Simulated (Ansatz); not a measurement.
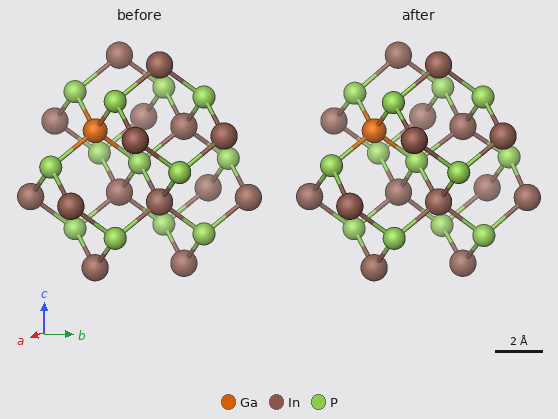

The structure of a defect cell of composition In₇GaP₈ before (left) and after (right) a relaxation, at one scale.

Style: ball-and-stick. Shown: the atoms within 5.0 Å of the atom that moves most (axes of the conventional cell (4 times the calculation's cell)), slightly off an axis. Lengths and directions refer to the drawn axes.

Case: Ga on a In site (a), charge +0, atoms relaxed at the host's cell.

These are results of DFT PBE, scalar-relativistic, plane waves, PAW in Ansatz 0.2.0, not measurements.

Input file:
```yaml
crystal:
  lattice:
    - [0.0, 5.9597880294, -5.9597880294]
    - [5.9597880294, 5.9597880294, 0.0]
    - [5.9597880294, 0.0, -5.9597880294]
  atoms:
    - { symbol: Ga, position: [0.5, 0.5, 0.0] }
    - { symbol: In, position: [0.5, 0.0, 0.0] }
    - { symbol: In, position: [1.0, 0.5, 0.0] }
    - { symbol: In, position: [1.0, 0.0, 0.0] }
    - { symbol: In, position: [0.5, 0.5, 0.5] }
    - { symbol: In, position: [0.5, 0.0, 0.5] }
    - { symbol: In, position: [1.0, 0.5, 0.5] }
    - { symbol: In, position: [1.0, 0.0, 0.5] }
    - { symbol: P, position: [0.375, 0.375, 0.375] }
    - { symbol: P, position: [0.375, 0.875, 0.375] }
    - { symbol: P, position: [0.875, 0.375, 0.375] }
    - { symbol: P, position: [0.875, 0.875, 0.375] }
    - { symbol: P, position: [0.375, 0.375, 0.875] }
    - { symbol: P, position: [0.375, 0.875, 0.875] }
    - { symbol: P, position: [0.875, 0.375, 0.875] }
    - { symbol: P, position: [0.875, 0.875, 0.875] }
  host:
    lattice:
      - [0.0, 2.9798940147, 2.9798940147]
      - [2.9798940147, 0.0, 2.9798940147]
      - [2.9798940147, 2.9798940147, 0.0]
    atoms:
      - { symbol: In, position: [0.0, 0.0, 0.0] }
      - { symbol: P, position: [0.25, 0.25, 0.25] }
basis:
  ecutwfc: 420
  xc_grid: 2
kpoints:
  mp_grid: { grid: [4, 4, 4], shift: [0.0, 0.0, 0.0] }
hamiltonian:
  xc: pbe
scf:
  occupations: { method: gaussian, width: 0.02 }
output:
  forces: true
  stress: false
  eigenvalues: true
  charged_corrections:
    defect_position: [0.5, 0.5, 0.0]
    epsilon: [[15.0794, 0.0, 0.0], [0.0, 15.0794, 0.0], [0.0, 0.0, 15.0794]]
relax:
  adjacent_minimum: "off"
  f_tol: 0.025
  max_steps: 45
```

Command:
```bash
ansatz run input.yaml --threads 4 --pin off --max-ram 10240MiB --backend cpu --events-out ev --progress --plain --runs-dir out
```

Question: What changed between the two?

Answer: The largest moves, 0.10 Å, are those of P9, P13, P14 and P15. P15 goes along [1 −1 1]. In and Ga stay in place. The cell stays as it was. Near-neighbour distances that change, for instance: Ga1–P13 2.581 → 2.476 Å, In2–P13 2.581 → 2.616 Å. Bond angles that change, for instance: P14–In4–P15 109.5° → 113.9°, In3–P15–In4 109.5° → 107.2°, Ga1–P15–In3 109.5° → 111.7°. After 3 accepted moves (4 points after the start) the energy has fallen by 0.195 eV per cell of the calculation. The largest force component goes from 0.51 to 0.0075 eV/Å. 1 step only repeated the SCF at the same geometry. The run took 15 s on 4 threads of AMD EPYC 9R45 96-Core Processor (Zen 5) (shared host), peak memory 1.2 GiB.

Limits of the set-up: the periodic images lie only 8.4 Å apart, so the values are limited by the cell's size.
